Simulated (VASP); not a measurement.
## GaP: 7 runs along one coordinate

System: GaP (F-43m, 2 atoms in the cell).
Method: Kohn-Sham DFT of a periodic cell, r2SCAN, VASP PAW PBE potentials, recommended, no spin polarisation (VASP 6.6.1).

The 7 runs differ only in the geometry, by an even scaling of the cell at fixed fractional positions. The structure derives from an entry of the Crystallography Open Database.

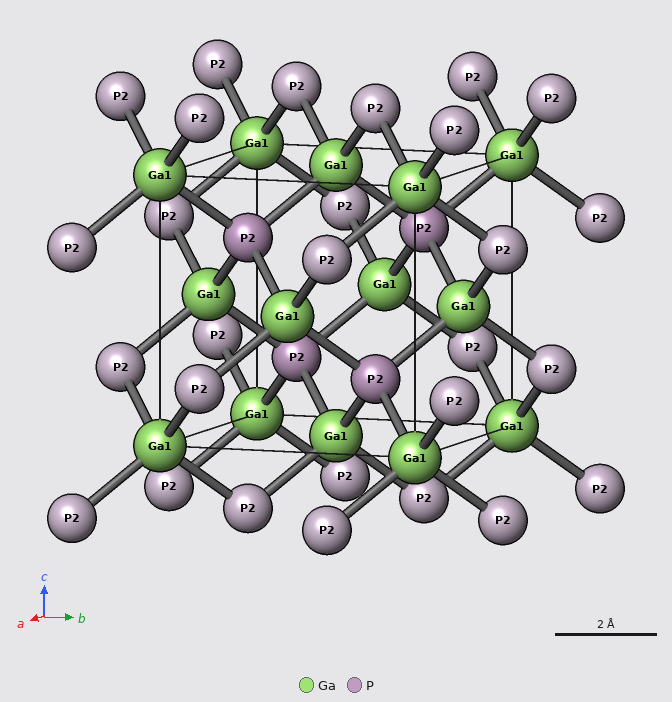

Figure 1. The structure of run 4 (ball-and-stick view of the cell 4 times as large as that of the calculation, set on its symmetry axes, seen slightly off an axis; neighbours outside the cell are drawn fainter; atoms are numbered from 1 in the order of the input).

## INCAR of run 4
```
PREC = Accurate ; ENCUT = 520
EDIFF = 1E-6 ; ISMEAR = -1
SIGMA = 0.05 ; LREAL = F
LASPH = T ; NELM = 100
ALGO = Normal ; ISIF = 2
LWAVE = F ; LCHARG = T
METAGGA = R2SCAN ; LMIXTAU = T
LELF = T ; LVHAR = T
```

## KPOINTS of run 4
```
regular mesh
0
Gamma
  8 8 8
```

## POSCAR of run 4
```
GaP
1.0
    0.0000000000      2.7252500000      2.7252500000
    2.7252500000      0.0000000000      2.7252500000
    2.7252500000      2.7252500000      0.0000000000
Ga P
1 1
Direct
    0.0000000000      0.0000000000      0.0000000000
    0.7500000000      0.7500000000      0.7500000000
```

Command:
```bash
cat potpaw_PBE.64/Ga_d/POTCAR potpaw_PBE.64/P/POTCAR > POTCAR
mpirun -np 1 vasp_std > vasp.out
```

Run 2 has the same physical settings and fractional positions; its lattice vectors (Å) are:
```
   0.000000    2.688418    2.688418
   2.688418    0.000000    2.688418
   2.688418    2.688418    0.000000
```

## Results, with one run withheld

| run | volume per atom (Å³) | free energy per atom, from the lowest run given (meV) | pressure (GPa) | gap on the mesh (eV) |
| --- | --- | --- | --- | --- |
| 1 | 19.026 | 22.46 | 6.07 | 1.78 |
| 2 | 19.431 | ? | ? | ? |
| 3 | 19.836 | 2.40 | 1.87 | 1.87 |
| 4 | 20.240 | 0.00 | 0.00 | 1.90 |
| 5 | 20.645 | 2.20 | −1.67 | 1.93 |
| 6 | 21.050 | 8.38 | −3.16 | 1.91 |
| 7 | 21.455 | 18.13 | −4.49 | 1.84 |

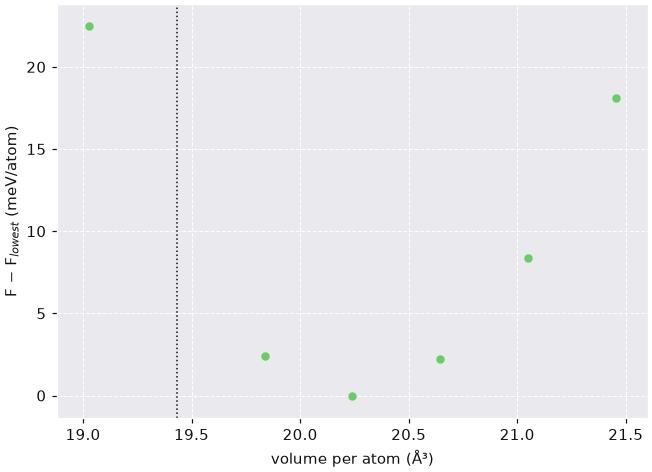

Figure 2. Free energy per atom of the runs given; the dotted line marks run 2.

Estimate the energy of run 2 from the others.

A cubic polynomial in V^(−2/3) (the Birch–Murnaghan form), fitted to the 6 runs given, misses them by at most 0.05 meV per atom. With x = V^(−2/3) − 0.13416 Å⁻², it reads F = 0.20932 − 663.82 x + 6.91e+05 x² + 7.233e+05 x³ (meV per atom). At run 2 it gives 9.65 meV per atom, and the run itself gives 9.66. The slope of the fit gives a pressure −dF/dV of 3.94 GPa there, and the run prints 3.95 GPa. The fit has its minimum at 20.241 Å³ per atom, where V d²F/dV² gives 88.3 GPa: the bulk modulus at this level, since symmetry fixes the shape and the positions. The gap on the mesh lies between 1.78 eV (run 1) and 1.93 eV (run 5); run 2 has 1.83 eV. These are gaps of this functional on this mesh, which can miss the band edges; they aren't the measured gap.

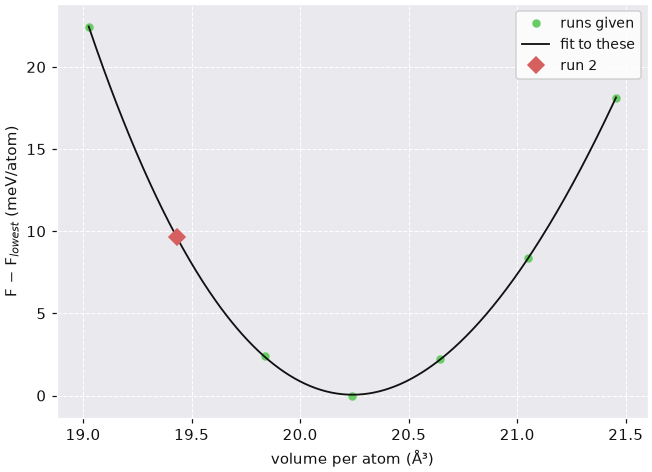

Figure 3. The fit and the withheld run.

## OSZICAR and lines of OUTCAR (run 2)
```
N       E                     dE             d eps       ncg     rms          rms(c)
DAV:   1     0.674322942774E+02    0.67432E+02   -0.95791E+03   778   0.203E+03
DAV:   2    -0.174526512095E+02   -0.84885E+02   -0.81489E+02   814   0.345E+02
DAV:   3    -0.236060647960E+02   -0.61534E+01   -0.61307E+01   929   0.778E+01
DAV:   4    -0.237118636410E+02   -0.10580E+00   -0.10575E+00   902   0.111E+01
DAV:   5    -0.237141570223E+02   -0.22934E-02   -0.22932E-02   935   0.135E+00    0.506E+00
DAV:   6    -0.214083379343E+02    0.23058E+01   -0.69144E-01   957   0.197E+01    0.332E+00
DAV:   7    -0.215936199605E+02   -0.18528E+00   -0.48095E-01   939   0.804E+00    0.162E+00
DAV:   8    -0.214231824116E+02    0.17044E+00   -0.11224E-01   779   0.475E+00    0.113E+00
DAV:   9    -0.214408573875E+02   -0.17675E-01   -0.17714E-01   764   0.471E+00    0.281E-01
DAV:  10    -0.214335706811E+02    0.72867E-02   -0.15572E-01   754   0.433E+00    0.112E-01
DAV:  11    -0.214434656480E+02   -0.98950E-02   -0.88121E-03   839   0.852E-01    0.536E-02
DAV:  12    -0.214424802101E+02    0.98544E-03   -0.64008E-04   914   0.245E-01    0.687E-02
DAV:  13    -0.214437386847E+02   -0.12585E-02   -0.90615E-04   769   0.353E-01    0.256E-02
DAV:  14    -0.214437605188E+02   -0.21834E-04   -0.30862E-05   954   0.567E-02    0.313E-02
DAV:  15    -0.214437561443E+02    0.43745E-05   -0.68457E-06   804   0.321E-02    0.287E-02
DAV:  16    -0.214437701735E+02   -0.14029E-04   -0.46824E-06   769   0.314E-02    0.385E-03
DAV:  17    -0.214437697121E+02    0.46136E-06   -0.14706E-06   628   0.128E-02
   1 F= -.21443770E+02 E0= -.21443770E+02  d E =-.449284E-09
[... from OUTCAR:]
  free energy    TOTEN  =       -21.44376971 eV
  energy without entropy =      -21.44376971  energy(sigma->0) =      -21.44376971
 E-fermi :   5.7827     XC(G=0): -10.7498     alpha+bet :-11.3256
  free  energy   TOTEN  =       -21.4437697121 eV
  energy  without entropy=      -21.4437697117  energy(sigma->0) =      -21.44376971
```
